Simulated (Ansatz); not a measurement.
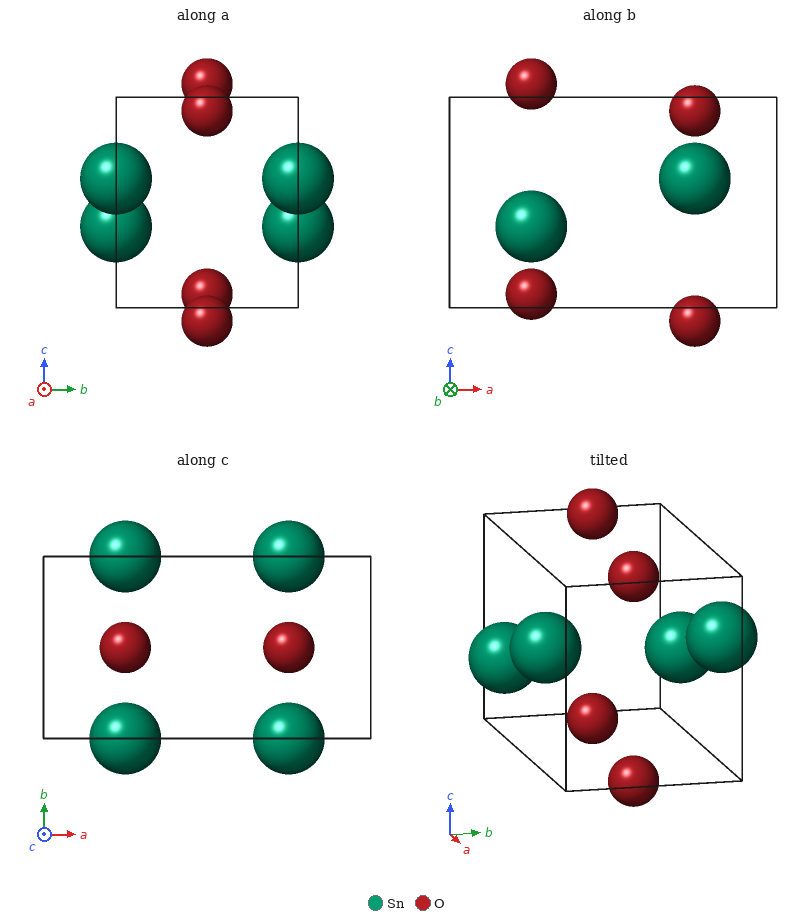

This spheres-only model is shown along the a axis, along the b axis, along the c axis and slightly off an axis. One conventional unit cell is framed, with atoms on its boundary repeated.

Lattice parameters: a = 5.936 Å, b = 3.303 Å, c = 3.815 Å, α = 90.00°, β = 90.00°, γ = 90.00°. Put a along x and b in the xy plane.

> From the views, write a POSCAR file, with free fractional coordinates to two decimals.

```
Sn O
1.0
     5.936    0.000    0.000
     0.000    3.303    0.000
     0.000    0.000    3.815
Sn O
2 2
Direct
  0.75 0.00 0.61
  0.25 0.00 0.39
  0.75 0.50 0.94
  0.25 0.50 0.06
```

Origin of the cell: a textbook structure type filled with these elements (whether it is the usual form wasn't checked). A relaxation with Ansatz 0.2.0, DFT PBE, scalar-relativistic, plane waves, PAW gave the geometry drawn.
